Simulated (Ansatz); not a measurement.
Start from this file.

Space group P-3m1 (No. 164). a = 3.606 Å, b = 3.606 Å, c = 5.770 Å, α = 90.00°, β = 90.00°, γ = 120.00°
| atom | site | symmetry | x | y | z |
| --- | --- | --- | --- | --- | --- |
| Hf | 1a | -3m. | 0.0000 | 0.0000 | 0.0000 |
| S | 2d | 3m. | 0.6667 | 0.3333 | 0.7476 |

### Characterise the structure given above.

Composition: HfS2. It is primitive hexagonal, space group P-3m1 (No. 164). In terms of structure types, this is cadmium iodide (CdI₂, 1T) type. Content of the cell: 1 Hf, 2 S (Z = 1). The polyhedra are HfS6 octahedra; they share edges. Each Hf atom is coordinated by six S in an octahedral arrangement at 2.54 Å. Each S atom is coordinated by three Hf in a trigonal pyramidal arrangement at 2.54 Å. Not all metal-metal contacts are counted. The bonds build HfS2 layers parallel to (001).

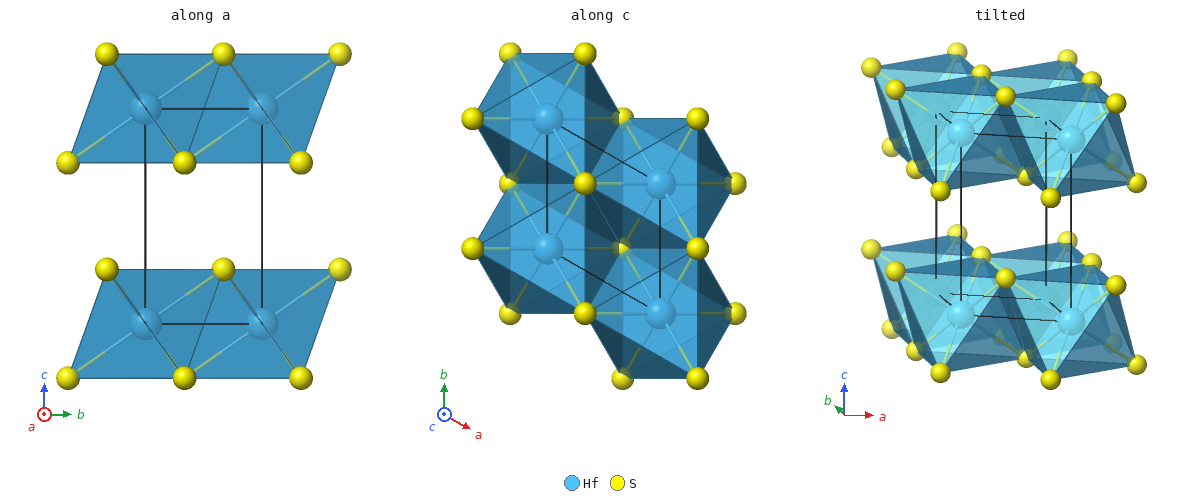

View along the a axis, along the c axis and slightly off an axis, drawn as a polyhedral model. The wireframe shows the conventional unit cell. Some neighbours outside the box are added.

Starting structure: a structure listed in the Materials Project. Earlier steps of the study may have refined or changed the cell and positions. An electronic-structure calculation with Ansatz was run on it.
